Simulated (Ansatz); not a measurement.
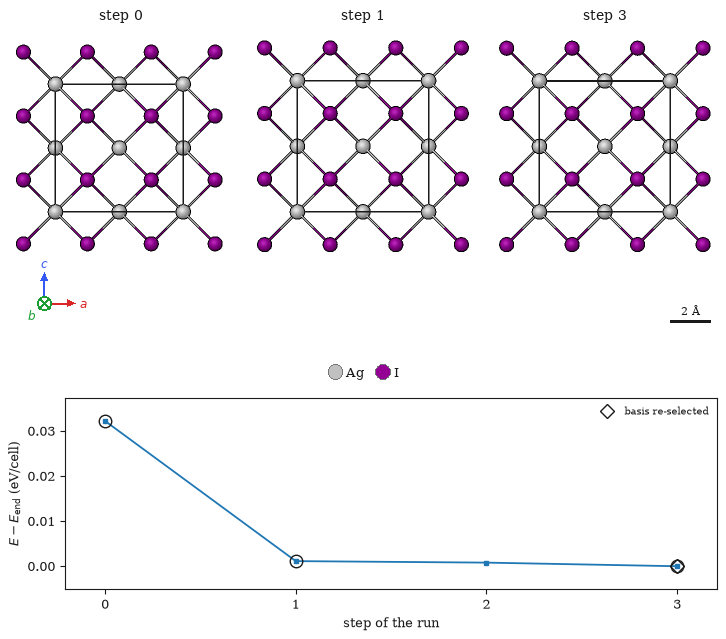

Frames of a relaxation of crystalline AgI (set up in F-43m), marked on the history of the run. The picture is a ball-and-stick view of the conventional cell (4 times the calculation's cell), seen along the b axis. Lengths and directions refer to the drawn axes.

The calculation used DFT PBE, scalar-relativistic, plane waves, PAW (Ansatz).

The input:
```yaml
crystal:
  lattice:
    - [0.0, 3.2365, 3.2365]
    - [3.2365, 0.0, 3.2365]
    - [3.2365, 3.2365, 0.0]
  atoms:
    - { symbol: Ag, position: [0.0, 0.0, 0.0] }
    - { symbol: I, position: [0.75, 0.75, 0.75] }
basis:
  ecutwfc: 420
kpoints:
  mp_grid: { grid: [8, 8, 8] }
hamiltonian:
  xc: pbe
scf:
  occupations: { method: gaussian, width: 0.02 }
output:
  forces: true
  stress: true
  eigenvalues: true
  write_density: true
  write_potential: true
  elf: true
  volumetric_format: npy
relax:
  adjacent_minimum: "off"
  f_tol: 0.005
  max_steps: 80
  cell: { stress_tol: 0.05 }
```

Command:
```bash
ansatz run input.yaml --threads 1 --pin off --max-ram 1228MiB --backend cpu --events-out ev --progress --plain --runs-dir out
```

Q: Describe the path.

A: No atom moves by more than 0.005 Å relative to the cell. The drawn cell changes as follows: a = b = c 6.473 → 6.631 Å (+2.4 %); the volume changes by +7.5 %. Some distances before and after: Ag1–I2 2.803 → 2.871 Å. The space group stays F-43m (No. 216). The energy falls by 32.2 meV per cell of the calculation in 2 accepted moves (3 points after the start). All forces vanish by symmetry, so only the cell relaxes. The pressure goes from 2.23 to −0.04 GPa. The SCF was repeated once at an unchanged geometry on a basis and grid sized afresh for the cell, which shifted the energy by 0.8 meV per cell of the calculation at most. From step 0 to 1: volume +8.1 %, energy −31.1 meV per cell of the calculation. From step 1 to 3: volume −0.6 %, energy −1.1 meV per cell of the calculation.

| step | E − E(0), meV/atom | pressure, GPa | volume, Å³/atom | note |
| --- | --- | --- | --- | --- |
| 0 | 0.00 | 2.23 | 33.902 |  |
| 1 | -15.54 | -0.17 | 36.657 |  |
| 2 | -15.71 | -0.02 | 36.447 |  |
| 3 | -16.11 | -0.04 | 36.447 | same geometry, new basis |
